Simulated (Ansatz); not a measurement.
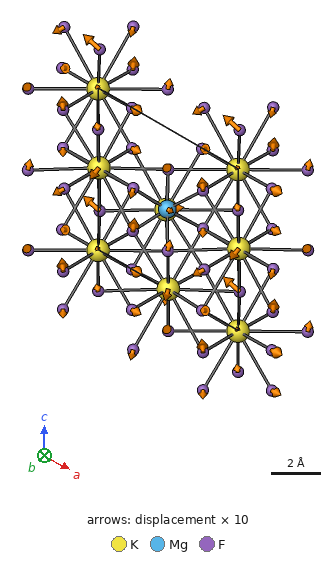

A relaxation of crystalline KMgF$_{3}$ (set up in P1). The starting structure is drawn; orange arrows show the displacements, 10 times their true length.

Style: ball-and-stick. Shown: the cell of the calculation, along the b axis.

Computed with DFT PBE, scalar-relativistic, plane waves, PAW in Ansatz 0.2.0.

Input file:
```yaml
crystal:
  lattice:
    - [-4.0538823376, 4.0538823376, 4.0538823376]
    - [4.0538823376, -4.0538823376, 4.0538823376]
    - [4.0538823376, 4.0538823376, -4.0538823376]
  atoms:
    - { symbol: K, position: [0.4855197576, 0.4944420702, 0.4906243211] }
    - { symbol: K, position: [0.005741955, 0.0033155441, 0.509496526] }
    - { symbol: K, position: [-0.0004126637, 0.4982452501, -0.0042209656] }
    - { symbol: K, position: [0.5016627294, 0.0013603005, 0.0073217854] }
    - { symbol: Mg, position: [0.5016376144, 0.5093458366, 0.011157098] }
    - { symbol: Mg, position: [-0.000320713, -0.0116315353, -0.0068632821] }
    - { symbol: Mg, position: [-0.001226232, 0.5000110808, 0.4972099435] }
    - { symbol: Mg, position: [0.4939921133, -0.0015399708, 0.4981416975] }
    - { symbol: F, position: [0.2473962106, -0.0107394023, 0.2387695631] }
    - { symbol: F, position: [0.7576995971, 0.5033846449, 0.2564330395] }
    - { symbol: F, position: [0.7499436087, -0.0078746767, 0.7404760761] }
    - { symbol: F, position: [0.2419334557, 0.5020998195, 0.7484969423] }
    - { symbol: F, position: [0.7487460094, 0.2540209179, 0.5041953389] }
    - { symbol: F, position: [0.251037946, 0.7533985927, 0.5062740424] }
    - { symbol: F, position: [0.2412080257, 0.2554068424, -0.0020478114] }
    - { symbol: F, position: [0.7430164536, 0.7395241516, -0.0044585723] }
    - { symbol: F, position: [0.0116273988, 0.2490930518, 0.2454447714] }
    - { symbol: F, position: [0.4976103267, 0.7473674098, 0.2405912178] }
    - { symbol: F, position: [0.500473169, 0.2552051756, 0.7466921774] }
    - { symbol: F, position: [0.0001397456, 0.7509242309, 0.7437557999] }
basis:
  ecutwfc: 420
  xc_grid: 2
kpoints:
  mp_grid: { grid: [2, 2, 2], shift: [0.5, 0.5, 0.5] }
hamiltonian:
  xc: pbe
scf:
  occupations: { method: gaussian, width: 0.02 }
output:
  forces: true
  stress: false
  eigenvalues: true
relax:
  adjacent_minimum: "off"
  f_tol: 0.03
  max_steps: 25
```

Run as
```bash
ansatz run input.yaml --threads 8 --pin off --max-ram 14336MiB --backend cpu --events-out ev --progress --plain --runs-dir out
```

What happened in the run?

After 2 accepted moves (3 points after the start) the energy has fallen by 8.8 meV per atom. The largest force component goes from 0.91 to 0.01 eV/Å. 1 step only repeated the SCF at the same geometry. The largest move is that of F17, 0.097 Å along [−3 0 1]. By element the largest moves are F 0.097 Å, Mg 0.083 Å, K 0.079 Å. The cell doesn't change. Near-neighbour distances that change, for instance: K1–F17 2.718 → 2.864 Å, Mg5–F18 1.912 → 2.025 Å, K3–F15 2.777 → 2.866 Å, K1–F20 2.950 → 2.865 Å. Bond angles that change, for instance: F15–Mg6–F17 84.2° → 90.0°, F15–Mg6–F16 174.5° → 180.0°, Mg5–F15–Mg6 174.7° → 180.0°. The space group (tolerance 0.01 Å) goes from P1 (No. 1) to P4/mbm (No. 127). The run took 13 s on 8 threads of Arm Neoverse N1, on a shared host, peak memory 0.78 GiB.
